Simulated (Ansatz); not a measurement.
Ti₄Al₁₂H (cell with a defect)

The calculation's input:

```
crystal:
  lattice:
    - [-3.9797267063, 3.9797267063, 3.9797267063]
    - [3.9797267063, -3.9797267063, 3.9797267063]
    - [3.9797267063, 3.9797267063, -3.9797267063]
  atoms:
    - { symbol: Ti, position: [0.5, 0.5, 0.0] }
    - { symbol: Ti, position: [0.0, 0.0, 0.0] }
    - { symbol: Ti, position: [0.0, 0.5, 0.5] }
    - { symbol: Ti, position: [0.5, 0.0, 0.5] }
    - { symbol: Al, position: [0.25, 0.25, 0.5] }
    - { symbol: Al, position: [0.75, 0.75, 0.5] }
    - { symbol: Al, position: [0.75, 0.25, 0.0] }
    - { symbol: Al, position: [0.25, 0.75, 0.0] }
    - { symbol: Al, position: [0.25, 0.5, 0.25] }
    - { symbol: Al, position: [0.75, 0.0, 0.25] }
    - { symbol: Al, position: [0.75, 0.5, 0.75] }
    - { symbol: Al, position: [0.25, 0.0, 0.75] }
    - { symbol: Al, position: [0.5, 0.25, 0.25] }
    - { symbol: Al, position: [0.0, 0.75, 0.25] }
    - { symbol: Al, position: [0.0, 0.25, 0.75] }
    - { symbol: Al, position: [0.5, 0.75, 0.75] }
    - { symbol: H, position: [0.2636397249, 0.2759316122, 0.0038802389] }
basis:
  ecutwfc: 420
  xc_grid: 2
kpoints:
  mp_grid: { grid: [4, 4, 4], shift: [0.5, 0.5, 0.5] }
hamiltonian:
  xc: pbe
scf:
  occupations: { method: gaussian, width: 0.1 }
output:
  forces: true
  stress: false
  eigenvalues: true
  write_density: true
  write_potential: true
  elf: true
  volumetric_format: npy
relax:
  adjacent_minimum: "off"
  f_tol: 0.02
  max_steps: 60
```

Command:

```sh
ansatz run input.yaml --threads 4 --pin off --max-ram 10240MiB --backend cpu --events-out ev --progress --plain --runs-dir out
```

The fields are those of the run's last geometry, not of the input's.

Computed without spin polarisation.

The calculation used DFT PBE, scalar-relativistic, plane waves, PAW (Ansatz 0.2.0).

Q: Predict the valence pseudo-density and electron localisation function between the atoms.

A: Ti–H (1.92 Å): ρ is about 0.42 e/Å³ halfway; the ELF climbs to about 1 towards the hydrogen.

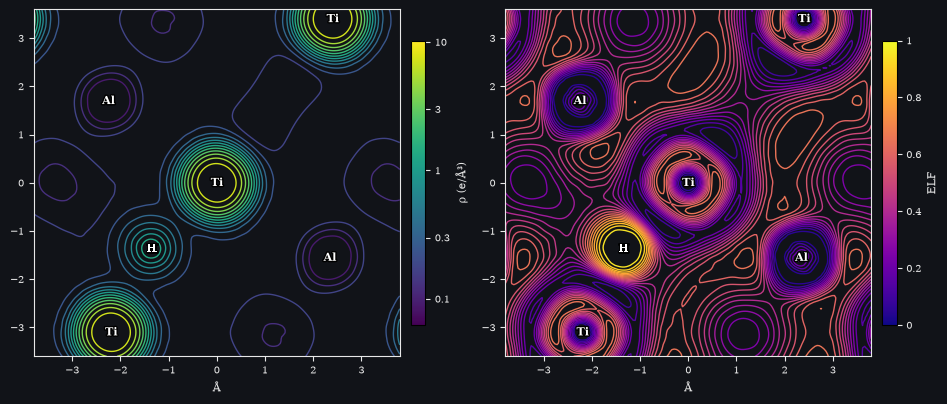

Computed valence pseudo-density and electron localisation function on the (001) plane of the calculation cell, in this order. 
